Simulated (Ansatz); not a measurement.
# Ta3N: one change and its effect

System: Ta3N (P-3m1, 4 atoms in the cell).
Method of run A: DFT r2SCAN, scalar-relativistic, plane waves, PAW, no spin polarisation (Ansatz 0.2.0).

The structure derives from a Materials Project entry. Text and figures count atoms from 1; the logs count them from 0 in places.

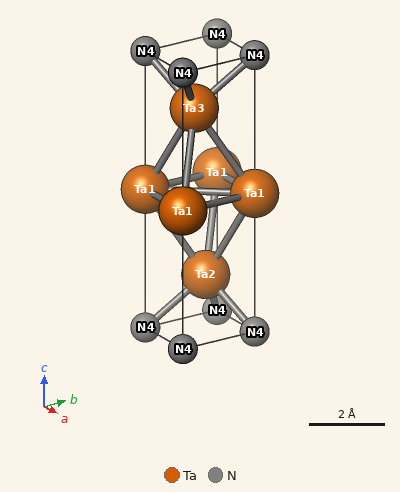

Figure 1. The structure (ball-and-stick view of the cell of the calculation, seen slightly off an axis; atoms are numbered from 1 in the order of the input). An atom can appear more than once, as a periodic image.

## Input, run A
```yaml
crystal:
  lattice:
    - [2.9904790395, 0.0, 0.0]
    - [-1.4952395198, 2.5898308177, 0.0]
    - [0.0, 0.0, 7.6030441739]
  atoms:
    - { symbol: Ta, position: [0.0, 0.0, 0.5] }
    - { symbol: Ta, position: [0.3333333333, 0.6666666667, 0.1755176138] }
    - { symbol: Ta, position: [0.6666666667, 0.3333333333, 0.8244823862] }
    - { symbol: "N", position: [0.0, 0.0, 0.0] }
basis:
  ecutwfc: 500
kpoints:
  mp_grid: { grid: [18, 18, 6] }
hamiltonian:
  xc: r2scan
scf:
  occupations: { method: gaussian, width: 0.15 }
output:
  forces: true
  stress: true
  eigenvalues: true
```

Launched with:
```bash
ansatz run input.yaml --threads 1 --pin off --max-ram 2560MiB --backend cpu --events-out ev --progress --plain --runs-dir out
```

Hardware: 1 thread of Intel Xeon @ 2.50GHz (Skylake/Cascade Lake), 189 GiB of memory available, shared host.

## Output, shortened to warnings, some set-up lines, iterations and results (run A)
```
Basis set: ecut = 500 eV, 1515 PW (Γ), exchange–correlation on 96×96×240 points (64 copies of the dense FFT grid, shifted against one another)
Symmetry: 12 space group operations
k-points: 202 of 1944
Initial density: superposition of atomic densities (neutral atoms: chi_scale 0, normalization atom), corrected by the library's trained network
[...]
SCF iter   1: F=—  HF=-30219.838417 eV  |F-HF|=—  |Δ(HF+E_count)|=         —  Δρ=1.11e-2  dr2=8.76e-2  dr2_τ=1.80e-1  ethr=1.77e-3  ⟨swp⟩=5.0  Hψ=23043  notcnv=0
SCF iter   2: F=—  HF=-30219.945206 eV  |F-HF|=—  |Δ(HF+E_count)|=   1.07e-1  Δρ=7.49e-3  dr2=2.51e-2  dr2_τ=1.69e-3  ethr=1.99e-4  ⟨swp⟩=2.2  Hψ=8594  notcnv=0
SCF iter   3: F=—  HF=-30219.948057 eV  |F-HF|=—  |Δ(HF+E_count)|=   2.85e-3  Δρ=3.03e-3  dr2=5.44e-3  dr2_τ=1.09e-3  ethr=5.70e-5  ⟨swp⟩=2.0  Hψ=7225  notcnv=0
SCF iter   4: F=—  HF=-30219.947746 eV  |F-HF|=—  |Δ(HF+E_count)|=   3.11e-4  Δρ=9.57e-4  dr2=9.14e-4  dr2_τ=1.28e-4  ethr=1.24e-5  ⟨swp⟩=2.0  Hψ=7175  notcnv=0
SCF iter   5: F=—  HF=-30219.947744 eV  |F-HF|=—  |Δ(HF+E_count)|=   2.24e-6  Δρ=4.27e-4  dr2=2.27e-4  dr2_τ=3.48e-6  ethr=2.08e-6  ⟨swp⟩=2.0  Hψ=5680  notcnv=0
SCF iter   6: F=—  HF=-30219.947747 eV  |F-HF|=—  |Δ(HF+E_count)|=   3.29e-6  Δρ=1.54e-4  dr2=1.82e-5  dr2_τ=4.45e-7  ethr=5.17e-7  ⟨swp⟩=2.3  Hψ=6988  notcnv=0
SCF iter   7: F=—  HF=-30219.947749 eV  |F-HF|=—  |Δ(HF+E_count)|=   1.48e-6  Δρ=2.70e-5  dr2=1.85e-6  dr2_τ=9.82e-8  ethr=4.15e-8  ⟨swp⟩=2.0  Hψ=7483  notcnv=0  defer=1
SCF iter   8: F=-30219.947749 eV  HF=-30219.947749 eV  |F-HF|=3.10e-9  |Δ(HF+E_count)|=   6.36e-8  Δρ=5.59e-6  dr2=2.00e-8  dr2_τ=1.58e-9  ethr=2.27e-10  ⟨swp⟩=4.0  Hψ=22507  …
SCF 1 converged in 8 iterations: F = -30219.947749 eV  dr2 = 2.00e-8
SCF converged after 8 iterations
Free energy (F): -30219.947749 eV
Harris-Foulkes:  -30219.947749 eV  (|F-HF|=3.10e-9)
Internal energy: -30219.912987 eV  (E = F + TS)
E sigma→0 (E₀):  -30219.930368 eV
Entropy (-TS):   -0.034762 eV (-8.691 meV/atom)
Fermi energy:    19.137431 eV
--- Per-component energies (eV) ---
  E_band       = -326.455819
  E_kinetic    = 1234.067530
  E_local      = -1853.127795  (includes V_loc(G=0)·N_el)
  E_nonlocal   = 87.823211
  E_hartree    = 649.510016
  E_xc         = -674.010905
  E_vxc        = -751.528851  (∫ρ·V_xc dr)
  E_paw        = -25397.637415  (= ΣΔE_a)
  E_vpaw       = -380.767568  (= ΣTr[D̂ρ^β])
  E_aug_tail   = 0.000277  (compensation charges beyond the density's cutoff)
  E_vtau       = 38.057643  (kinetic-family band-sum trace: ∫τ·v_τ [+ j·A + Jᵃ·Aᵃ] dr)
  E_ewald      = -4264.239500
  E_core_change = -2.298405  (= ΣΔE_core)
  E_smearing   = -0.034762  (= −TS)
  E_closure    = -0.000000  (closes the sum)
  Σ components = -30219.947749   (vs F -30219.947749, Δ=0.00e0)
--- Forces (eV/Å), atoms counted from 1 ---
  atom   1  Ta     0.00000000    -0.00000000     0.00000000
  atom   2  Ta     0.00000000     0.00000000    -0.00258110
  atom   3  Ta    -0.00000000    -0.00000000     0.00258110
  atom   4  N      0.00000000     0.00000000     0.00000000
  max |Σ_I F_I| component: 2.78e-17 eV/Å
--- Stress (GPa, compression-positive) ---
        0.046780       0.000000       0.000000
       -0.000000       0.046780      -0.000000
        0.000000      -0.000000       0.015555
  P = ⅓ Tr σ = 0.0364 GPa (0.364 kbar)
```

The input of run B differs as follows (lines with − go, lines with + come):
```diff
-  mp_grid: { grid: [18, 18, 6] }
+  mp_grid: { grid: [24, 24, 8] }
```

What does this change do to the results?

The free energy of run B is 0.08 meV per atom higher, which measures how much it depends on this numerical setting. The number of SCF iterations is the same. The irreducible k-points go from 202 to 449. On the same kind of shared host run B took about 2.6 times as long.

## Output, shortened to warnings, some set-up lines, iterations and results (run B)
```
Basis set: ecut = 500 eV, 1515 PW (Γ), exchange–correlation on 96×96×240 points (64 copies of the dense FFT grid, shifted against one another)
Symmetry: 12 space group operations
k-points: 449 of 4608
Initial density: superposition of atomic densities (neutral atoms: chi_scale 0, normalization atom), corrected by the library's trained network
[...]
SCF iter   1: F=—  HF=-30219.838107 eV  |F-HF|=—  |Δ(HF+E_count)|=         —  Δρ=1.11e-2  dr2=8.77e-2  dr2_τ=1.80e-1  ethr=1.77e-3  ⟨swp⟩=5.0  Hψ=51250  notcnv=0
SCF iter   2: F=—  HF=-30219.944887 eV  |F-HF|=—  |Δ(HF+E_count)|=   1.07e-1  Δρ=7.49e-3  dr2=2.50e-2  dr2_τ=1.69e-3  ethr=1.99e-4  ⟨swp⟩=2.3  Hψ=19076  notcnv=0
SCF iter   3: F=—  HF=-30219.947747 eV  |F-HF|=—  |Δ(HF+E_count)|=   2.86e-3  Δρ=3.03e-3  dr2=5.43e-3  dr2_τ=1.09e-3  ethr=5.69e-5  ⟨swp⟩=2.0  Hψ=16119  notcnv=0
SCF iter   4: F=—  HF=-30219.947437 eV  |F-HF|=—  |Δ(HF+E_count)|=   3.10e-4  Δρ=9.56e-4  dr2=9.05e-4  dr2_τ=1.28e-4  ethr=1.23e-5  ⟨swp⟩=2.0  Hψ=15999  notcnv=0
SCF iter   5: F=—  HF=-30219.947436 eV  |F-HF|=—  |Δ(HF+E_count)|=   1.24e-6  Δρ=4.26e-4  dr2=2.25e-4  dr2_τ=3.45e-6  ethr=2.06e-6  ⟨swp⟩=2.0  Hψ=12654  notcnv=0
SCF iter   6: F=—  HF=-30219.947439 eV  |F-HF|=—  |Δ(HF+E_count)|=   3.42e-6  Δρ=1.53e-4  dr2=1.80e-5  dr2_τ=4.36e-7  ethr=5.11e-7  ⟨swp⟩=2.3  Hψ=15635  notcnv=0
SCF iter   7: F=—  HF=-30219.947443 eV  |F-HF|=—  |Δ(HF+E_count)|=   3.28e-6  Δρ=2.71e-5  dr2=1.85e-6  dr2_τ=9.80e-8  ethr=4.10e-8  ⟨swp⟩=2.0  Hψ=16642  notcnv=0  defer=2
SCF iter   8: F=-30219.947443 eV  HF=-30219.947443 eV  |F-HF|=2.97e-9  |Δ(HF+E_count)|=   6.57e-8  Δρ=5.58e-6  dr2=1.98e-8  dr2_τ=1.58e-9  ethr=2.27e-10  ⟨swp⟩=4.0  Hψ=49954  …
SCF 1 converged in 8 iterations: F = -30219.947443 eV  dr2 = 1.98e-8
SCF converged after 8 iterations
Free energy (F): -30219.947443 eV
Harris-Foulkes:  -30219.947443 eV  (|F-HF|=2.97e-9)
Internal energy: -30219.912112 eV  (E = F + TS)
E sigma→0 (E₀):  -30219.929778 eV
Entropy (-TS):   -0.035330 eV (-8.833 meV/atom)
Fermi energy:    19.135480 eV
--- Per-component energies (eV) ---
  E_band       = -326.444575
  E_kinetic    = 1234.070638
  E_local      = -1853.145329  (includes V_loc(G=0)·N_el)
  E_nonlocal   = 87.827539
  E_hartree    = 649.521344
  E_xc         = -674.009852
  E_vxc        = -751.528871  (∫ρ·V_xc dr)
  E_paw        = -25397.638824  (= ΣΔE_a)
  E_vpaw       = -380.769804  (= ΣTr[D̂ρ^β])
  E_aug_tail   = 0.000277  (compensation charges beyond the density's cutoff)
  E_vtau       = 38.058557  (kinetic-family band-sum trace: ∫τ·v_τ [+ j·A + Jᵃ·Aᵃ] dr)
  E_ewald      = -4264.239500
  E_core_change = -2.298405  (= ΣΔE_core)
  E_smearing   = -0.035330  (= −TS)
  E_closure    = -0.000000  (closes the sum)
  Σ components = -30219.947443   (vs F -30219.947443, Δ=0.00e0)
--- Forces (eV/Å), atoms counted from 1 ---
  atom   1  Ta     0.00000000     0.00000000     0.00000000
  atom   2  Ta     0.00000000     0.00000000    -0.00186469
  atom   3  Ta    -0.00000000    -0.00000000     0.00186469
  atom   4  N     -0.00000000    -0.00000000     0.00000000
  max |Σ_I F_I| component: 9.25e-18 eV/Å
--- Stress (GPa, compression-positive) ---
        0.018430       0.000000       0.000000
        0.000000       0.018430      -0.000000
        0.000000      -0.000000       0.033966
  P = ⅓ Tr σ = 0.0236 GPa (0.236 kbar)
```

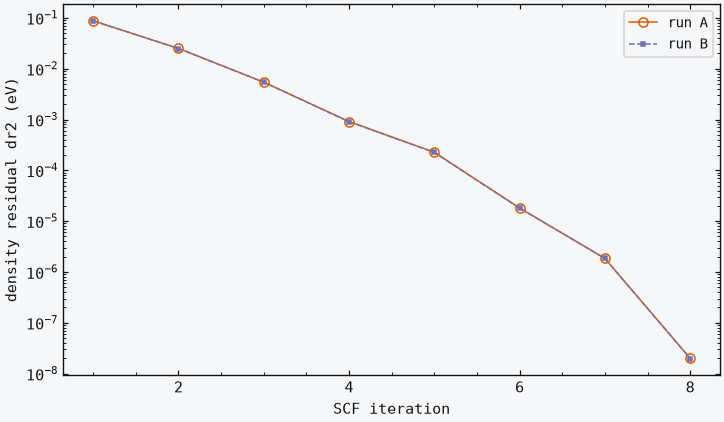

Figure 2. Convergence of the two runs: density residual dr2 against the SCF iteration. Run A takes 8 iterations in all, and run B takes 8.

## The two runs side by side

```tsv
quantity	run A	run B
outcome	converged	converged
free energy per atom (eV)	−7554.9869	−7554.9869
energy per atom, smearing taken to zero (eV)	−7554.9826	−7554.9824
gap on the mesh (eV)	0.00	0.00
pressure (GPa)	0.04	0.02
largest force (eV/Å)	0.003	0.002
SCF iterations	8	8
irreducible k-points	202	449
plane waves at Γ	1515	1515
wall time (shared host)	48 s	2.1 min
```

For both runs: Spin–orbit coupling is left out, which matters for Ta.
